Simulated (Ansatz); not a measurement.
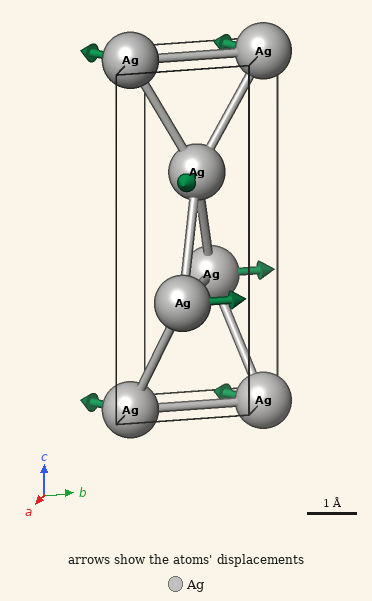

Phonons of crystalline Ag (a generated structure), at the zone centre. The optical levels lie at 41i, 44 (×2), 74, 138 (×2) cm⁻¹. One mode is drawn. The green arrows are the displacements of the atoms (eigenvector over the root of the mass), of arbitrary overall length and sign. A ball-and-stick model of the cell of the calculation, seen slightly off an axis.

Method: Ansatz 0.2.0, DFT PBE, scalar-relativistic, plane waves, PAW. (plane-wave cutoff 420 eV; k-point mesh 18 × 18 × 6; occupations fermi dirac; smearing width 0.15 eV; no spin polarisation)

The frequencies depend somewhat on the k-mesh and the smearing.

**To which level does it belong?**

The level at 44 cm⁻¹. This is the E₁ mode (doubly degenerate; one member of the set is drawn), optical level 2 of 4, counted from below (1 lower level is imaginary, so the structure is unstable), infrared- and Raman-active by symmetry. Atoms of one kind move against one another, with no net shift of their sublattice. The crystal is a metal, so free carriers screen the infrared response.
